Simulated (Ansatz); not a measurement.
# SnO (slab): what the fields show

The calculation's input:

```
crystal:
  lattice:
    - [3.8360583204, 0.0, 0.0]
    - [-1.06613e-05, 3.8360583204, 0.0]
    - [0.0, 0.0, 36.3529200406]
  atoms:
    - { symbol: Sn, position: [0.9998905329, 0.9998905329, 0.2063107996] }
    - { symbol: O, position: [0.9998239589, 0.4998149234, 0.2381830175] }
    - { symbol: O, position: [0.4998149234, 0.9998239589, 0.2381830175] }
    - { symbol: Sn, position: [0.4998732403, 0.4998732403, 0.2700529955] }
    - { symbol: Sn, position: [0.0001094671, 0.0001094671, 0.3372198508] }
    - { symbol: O, position: [0.0001760411, 0.5001850766, 0.3690920687] }
    - { symbol: O, position: [0.5001850766, 0.0001760411, 0.3690920687] }
    - { symbol: Sn, position: [0.5001267597, 0.5001267597, 0.4009620468] }
    - { symbol: Sn, position: [0.9998905329, 0.9998905329, 0.468128902] }
    - { symbol: O, position: [0.9998239589, 0.4998149234, 0.50000112] }
    - { symbol: O, position: [0.4998149234, 0.9998239589, 0.50000112] }
    - { symbol: Sn, position: [0.4998732403, 0.4998732403, 0.531871098] }
    - { symbol: Sn, position: [0.0001094671, 0.0001094671, 0.5990379532] }
    - { symbol: O, position: [0.0001760411, 0.5001850766, 0.6309101712] }
    - { symbol: O, position: [0.5001850766, 0.0001760411, 0.6309101712] }
    - { symbol: Sn, position: [0.5001267597, 0.5001267597, 0.6627801492] }
    - { symbol: Sn, position: [0.9998905329, 0.9998905329, 0.7299470045] }
    - { symbol: O, position: [0.9998239589, 0.4998149234, 0.7618192224] }
    - { symbol: O, position: [0.4998149234, 0.9998239589, 0.7618192224] }
    - { symbol: Sn, position: [0.4998732403, 0.4998732403, 0.7936892004] }
basis:
  ecutwfc: 420
kpoints:
  mp_grid: { grid: [9, 9, 1] }
hamiltonian:
  xc: pbe
  dispersion: d3bj
scf:
  occupations: { method: gaussian, width: 0.1 }
output:
  forces: true
  eigenvalues: true
  write_density: true
  write_potential: true
  elf: true
  volumetric_format: npy
relax:
  adjacent_minimum: "off"
  f_tol: 0.02
  max_steps: 60
efield:
  axis: 3
  dipole_correction: true
  ramp_width: 0.04
```

Launched as:

```sh
ansatz run input.yaml --threads 2 --pin off --max-ram 5120MiB --backend cpu --events-out ev --progress --plain --runs-dir out
```

Level of theory: DFT PBE+D3(BJ), scalar-relativistic, plane waves, PAW (Ansatz).

The density is the valence pseudo-density of a PAW calculation; it isn't the true density close to the nuclei.

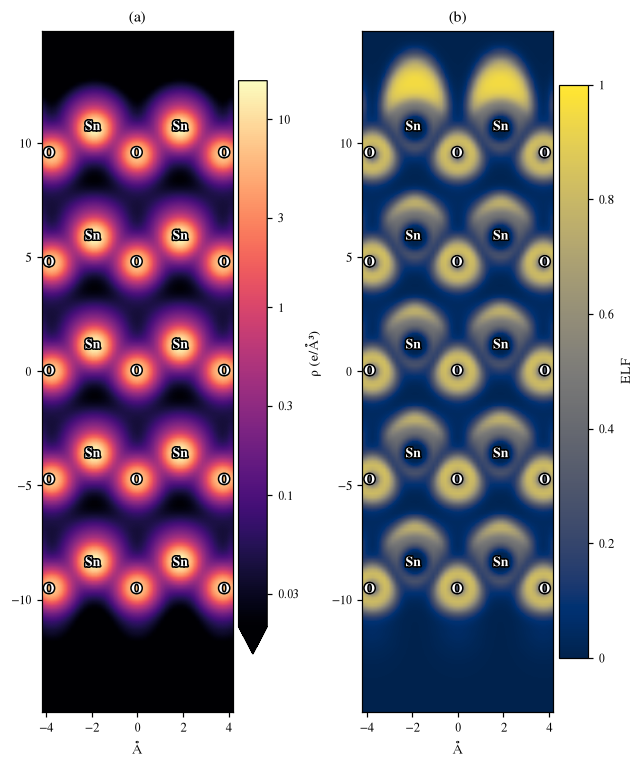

Figure 1. (a) valence charge density (pseudo); (b) ELF on the (010) plane of the calculation cell, a cut from vacuum to vacuum.

### What does the map show?

The section cuts through O and Sn sites. Sn–O (2.25 Å): ρ is about 0.45 e/Å³ halfway; the ELF peaks at about 0.85 in the valence shell of O, 0.6 Å from its nucleus, and is about 0.20 at the midpoint; no localised pair shows between them. The density dies away to nearly zero in the vacuum.

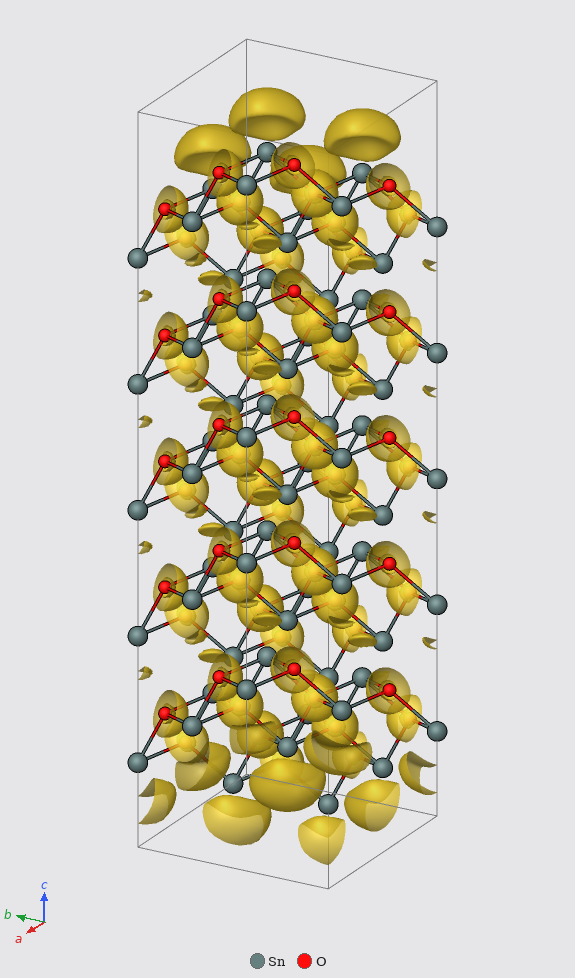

Figure 2. Isosurface of the ELF at 0.7 (yellow), seen at an oblique angle. Core shells and regions of very low density are left out. Sticks mark near contacts.

### Identify the bonds, lone pairs and shells in this picture.

The ELF exceeds this value in ten lobes on Sn, pointing away from the bonds (lone pairs) and ten regions wrapped around O (the valence shell of each), counted in one cell of 20 atoms. Counts are for one cell; the picture repeats the cell along the surface. Along the contacts the grid gives the following. Sn–O (2.24 Å): the ELF peaks at about 0.85 in the valence shell of O, 0.6 Å from its nucleus, and is about 0.20 at the midpoint: no shared electron pair shows on this line.

### Does the calculation give a band gap?

It is gapped, with a Kohn–Sham gap of 0.34 eV on the k-point mesh, an upper bound to the gap of this method.
